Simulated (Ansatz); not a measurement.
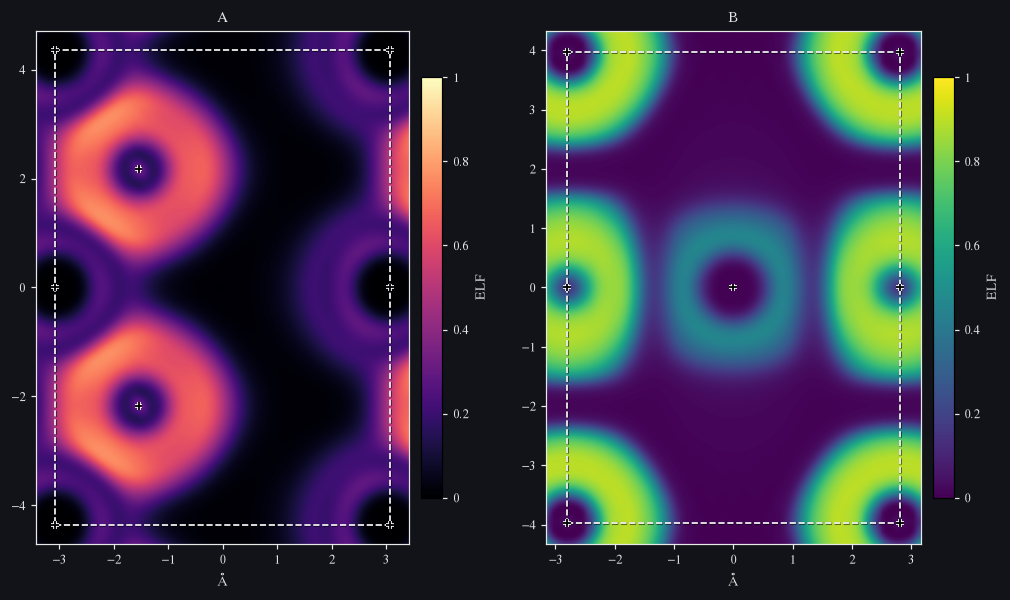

The ELF of 2 systems, each on a plane through atoms (crosses mark nuclei in the plane).

Method: DFT r2SCAN, scalar-relativistic, plane waves, PAW (Ansatz 0.2.0).

System 1: CsPbCl3, the (011̄) plane of the conventional cell. Space group Pm-3m; a generated structure, not necessarily the stable one.

System 2: InAs, the (011) plane of the conventional cell. Space group F-43m; a generated structure, not necessarily the stable one; changed on purpose from its base cell (volume × 1.05).

```
In As
1.0
     6.15733    0.00000    0.00000
     0.00000    0.00000   -6.15733
     0.00000    6.15733    0.00000
In As
4 4
Cartesian
  3.0787 0.0000 -3.0787
  0.0000 3.0787 -3.0787
  0.0000 0.0000 0.0000
  3.0787 3.0787 0.0000
  1.5393 1.5393 -4.6180
  4.6180 4.6180 -4.6180
  4.6180 1.5393 -1.5393
  1.5393 4.6180 -1.5393
```

Which map belongs to which system?

Panel A is system 2, InAs: the plane holds In and As. In–As (2.67 Å): the ELF peaks at about 0.75 between the atoms. Panel B is system 1, CsPbCl3: the plane holds Cs, Pb and Cl. Pb–Cl (2.81 Å): the ELF peaks at about 0.85 in the valence shell of Cl, 0.8 Å from its nucleus, and drops to about 0.15 between the two atoms.
